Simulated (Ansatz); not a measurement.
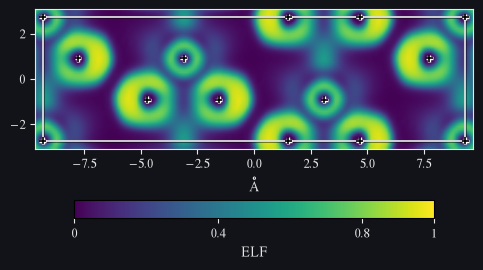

The ELF on a plane through atoms (crosses mark nuclei in the plane).

Theory: Ansatz 0.2.0, DFT, PBE, PAW with Ansatz's default frozen-core files, scalar-relativistic.

Candidates:
A. Ga, a = 2.81 Å, b = 2.81 Å, c = 4.32 Å, α = 90.00°, β = 90.00°, γ = 90.00°. Space group I4/mmm; changed on purpose from its base cell (zz strain of -3 %, PAW files); computed pressure about 7 GPa in this cell; computed without spin polarisation.
B. HgSe, a = 6.05 Å, b = 6.05 Å, c = 6.05 Å, α = 90.00°, β = 90.00°, γ = 90.00°. Space group F-43m; computed pressure about 6 GPa in this cell.
C. WS2, a = 3.16 Å, b = 3.16 Å, c = 18.67 Å, α = 90.00°, β = 90.00°, γ = 120.00°. Space group R3m; changed on purpose from its base cell (zz strain of +1 %, PAW files); not relaxed (largest force 0.6 eV/Å); computed pressure about 3 GPa in this cell.

Which candidate gave the map?

Candidate C: WS2 on the (110) plane of the conventional cell, which holds W and S. W–S (2.40 Å): the ELF peaks at about 0.85 in the valence shell of S, 0.8 Å from its nucleus, and is about 0.50 at the midpoint.
